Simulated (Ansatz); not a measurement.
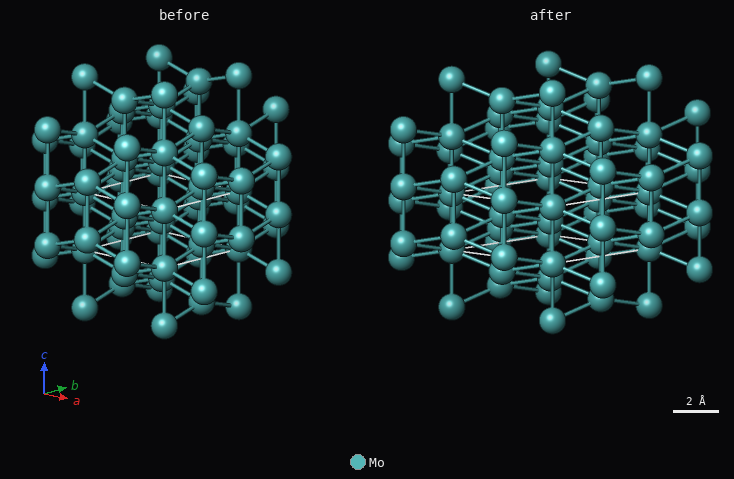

The structure of solid Mo (a generated structure, set up in I4_1/amd) before (left) and after (right) a relaxation, at one scale.

A ball-and-stick model of the conventional cell (2 times the calculation's cell), repeated 1 × 1 × 2 with one cell outlined, seen from a free direction. Lengths and directions refer to the drawn axes.

Phase: beta-Sn type.

These are results of DFT, PBE, plane waves (420 eV) with PAW, scalar-relativistic (Ansatz 0.2.0), not measurements.

The input:
```yaml
crystal:
  lattice:
    - [-2.4655682571, 2.4655682571, 1.3462002684]
    - [2.4655682571, -2.4655682571, 1.3462002684]
    - [2.4655682571, 2.4655682571, -1.3462002684]
  atoms:
    - { symbol: Mo, position: [0.0, 0.0, 0.0] }
    - { symbol: Mo, position: [0.75, 0.25, 0.5] }
hamiltonian:
  xc: pbe
  pseudopotentials:
    kind: paw
    azcp:
      Mo: "pseudopotentials/Mo.paw.azcp"
basis:
  ecutwfc: 420
  fft_grid_basis: typed
kpoints:
  mp_grid: { grid: [13, 13, 9], shift: [0, 0, 0] }
magnetization:
  spin_polarized: false
scf:
  occupations: { method: fermi_dirac, width: 0.1 }
relax:
  max_steps: 60
  f_tol: 0.01
  cell: {}
```

Launched with:
```bash
ansatz run input.yaml --threads 1 --pin off --max-ram 3584MiB --backend cpu --events-out ev --progress --plain --runs-dir out
```

> What changed between the two?

The energy falls by 623 meV per atom in 13 accepted moves (15 points after the start). The largest force component goes from 0.0041 to under 0.0001 eV/Å. Pressure: 7.11 GPa at the start and 0.00 GPa at the end. At 2 points the geometry stayed and the basis and grid were re-selected for the new cell (energy shift of 21.7 meV per atom at most each time). No atom moves by more than 0.005 Å relative to the cell. The drawn cell changes as follows: a = b 4.931 → 5.227 Å (+6.0 %), c 2.692 → 2.653 Å (−1.5 %), γ 90.0° → 62.5°; the volume changes by −1.8 %. Some distances before and after: Mo1–Mo1 3.738 → 3.019 Å, Mo1–Mo2 2.556 → 2.696 Å, Mo1–Mo1 (another image) 2.692 → 2.653 Å. Bond angles that change, for instance: Mo2–Mo1–Mo2 94.0° → 68.1°, Mo2–Mo1–Mo2 94.0° → 119.6°, Mo2–Mo1–Mo2 149.5° → 151.5°. The space group (tolerance 0.01 Å) goes from I4_1/amd (No. 141) to Fddd (No. 70). The run took 4.5 min on 1 thread of Intel(R) Xeon(R) Platinum 8259CL CPU @ 2.50GHz (Skylake/Cascade Lake), with other jobs on the host, peak memory 0.68 GiB.
